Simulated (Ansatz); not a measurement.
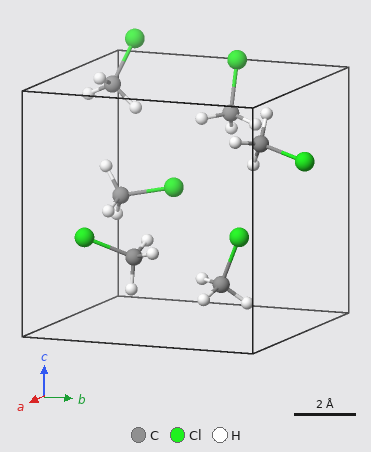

Starting structure of an amorphous cell of composition H$_{3}$CCl. A ball-and-stick model of the cell of the calculation, seen slightly off an axis.

The cell holds 6 CH3Cl. The run prepares the start of a later molecular dynamics calculation, from a guessed geometry.

Computed with DFT r2SCAN-D3(BJ), scalar-relativistic, plane waves, PAW (Ansatz 0.2.0).

Input file:
```yaml
crystal:
  lattice:
    - [8.203132, 0.0, 0.0]
    - [0.0, 8.203132, 0.0]
    - [0.0, 0.0, 8.203132]
  atoms:
    - { symbol: C, position: [0.8434866, 0.797666, 0.2422773] }
    - { symbol: Cl, position: [0.8560054, 0.8807147, 0.442003] }
    - { symbol: H, position: [0.7838252, 0.8855363, 0.1628113] }
    - { symbol: H, position: [0.9661158, 0.7726489, 0.1983255] }
    - { symbol: H, position: [0.7730621, 0.6853446, 0.2467285] }
    - { symbol: C, position: [0.4979017, 0.2190151, 0.5077402] }
    - { symbol: Cl, position: [0.4404964, 0.4246274, 0.5447854] }
    - { symbol: H, position: [0.417021, 0.167628, 0.4160166] }
    - { symbol: H, position: [0.6232122, 0.2164944, 0.4643068] }
    - { symbol: H, position: [0.4876655, 0.1504498, 0.620831] }
    - { symbol: C, position: [0.7755579, 0.9397777, 0.8128336] }
    - { symbol: Cl, position: [0.812966, 1.1468142, 0.761058] }
    - { symbol: H, position: [0.7108325, 0.8814409, 0.7128187] }
    - { symbol: H, position: [0.8916181, 0.8789361, 0.8334212] }
    - { symbol: H, position: [0.701941, 0.9356348, 0.923101] }
    - { symbol: C, position: [0.9640986, 0.4690733, 0.3511171] }
    - { symbol: Cl, position: [1.0639051, 0.2963651, 0.4357024] }
    - { symbol: H, position: [0.8408421, 0.4756086, 0.3997039] }
    - { symbol: H, position: [1.031752, 0.5782973, 0.3841116] }
    - { symbol: H, position: [0.9602517, 0.4561877, 0.2191524] }
    - { symbol: C, position: [0.2432288, 0.589472, 0.8255151] }
    - { symbol: Cl, position: [0.1724342, 0.5877482, 1.0302816] }
    - { symbol: H, position: [0.28198, 0.7124661, 0.7944291] }
    - { symbol: H, position: [0.3453894, 0.5055684, 0.81461] }
    - { symbol: H, position: [0.1444858, 0.5514084, 0.7455369] }
    - { symbol: C, position: [0.191165, 0.0547241, 0.8978466] }
    - { symbol: Cl, position: [0.0592735, 0.0971975, 1.0644143] }
    - { symbol: H, position: [0.177554, 0.1501954, 0.8067669] }
    - { symbol: H, position: [0.3162764, 0.0514157, 0.9417979] }
    - { symbol: H, position: [0.1582258, -0.0627382, 0.8457588] }
basis:
  ecutwfc: 500.0
kpoints:
  mp_grid: { grid: [1, 1, 1] }
hamiltonian:
  xc: r2scan
  dispersion: d3bj
scf:
  occupations: { method: fermi_dirac, width: 0.05 }
  lower_state_search: "off"
relax:
  f_tol: 0.3
  max_steps: 15
  adjacent_minimum: "off"
```

Launched with:
```bash
ansatz run input.yaml --threads 1 --pin off --max-ram 3072MiB --backend cpu --events-out ev --progress --plain --runs-dir out
```

### Predict the outcome.

Cl12 moves most: 1.14 Å along [−2 −1 2]. By element the largest moves are Cl 1.14 Å, H 0.96 Å, C 0.69 Å. The cell stays as it was. Among the contacts that change: C11–Cl12 1.777 → 1.796 Å, C16–Cl17 1.777 → 1.786 Å. The energy falls by 23.9 meV per atom in 8 geometry steps. The largest force component goes from 0.39 to 0.13 eV/Å.

Final geometry:

```xyz
30
Lattice="8.2031 0.0000 0.0000 0.0000 8.2031 0.0000 0.0000 0.0000 8.2031" Properties=species:S:1:pos:R:3 pbc="T T T"
C     6.5733    6.8627    1.9468
Cl    6.8508    7.2382    3.6739
H     6.2296    7.7742    1.4684
H     7.5164    6.5409    1.5158
H     5.8263    6.0755    1.8904
C     4.2696    2.0135    3.5822
Cl    4.2376    3.7950    3.8181
H     3.5987    1.7729    2.7632
H     5.2925    1.7211    3.3644
H     3.9345    1.5535    4.5065
C     5.9510    7.2877    7.0270
Cl    5.9078    0.8802    7.0257
H     5.7898    6.9438    6.0089
H     6.9277    6.9706    7.3773
H     5.1621    6.9301    7.6862
C     8.0221    3.5824    3.1305
Cl    0.7234    2.3529    4.0586
H     6.9815    3.5456    3.4423
H     0.2479    4.5552    3.3486
H     8.1300    3.3420    2.0772
C     2.1942    4.6082    6.6657
Cl    1.6325    5.3839    8.1864
H     2.6032    5.3814    6.0207
H     2.9590    3.8795    6.9208
H     1.3499    4.1217    6.1886
C     1.7368    0.7339    7.3732
Cl    1.3158    1.0487    0.8822
H     1.1849    1.4370    6.7505
H     2.8113    0.8707    7.2591
H     1.4555    7.9102    7.1511
```

After the run, drawn alike:

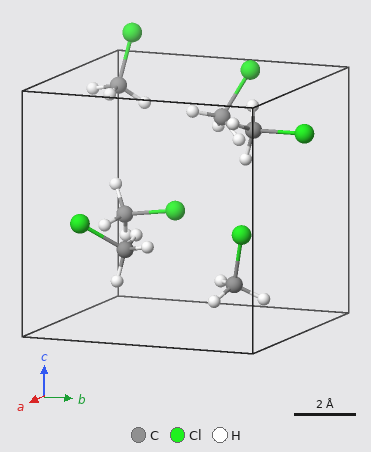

Limits of the set-up: the periodic images lie only 8.2 Å apart, so the values are limited by the cell's size.
